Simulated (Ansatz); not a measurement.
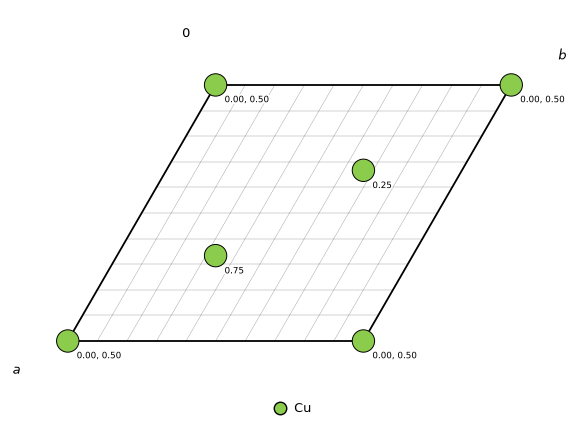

Plan of a unit cell projected along c (a down the page, b across); the numbers are heights as fractions of c, and atoms on the cell's edges are repeated. The grid marks tenths of a and b. Source: the geometry relaxed with Ansatz, DFT, BLYP, plane waves (420 eV) with PAW, scalar-relativistic; the starting structure was generated, so it need not be a known form of this composition. Geometry calculated from the standardised cell; symmetry tolerance 0.002 Å.

a = 2.620 Å, b = 2.620 Å, c = 8.550 Å, α = 90.00°, β = 90.00°, γ = 120.00°.

> What does the cell contain?

4 Cu: Cu, Z = 4.

> Which space group?

No. 194, P6₃/mmc, primitive hexagonal.

> Give the independent sites, coordinates to two places.

| atom | site | symmetry | x | y | z |
| --- | --- | --- | --- | --- | --- |
| Cu | 2a | -3m. | 0.00 | 0.00 | 0.00 |
| Cu | 2c | -6m2 | 0.33 | 0.67 | 0.25 |
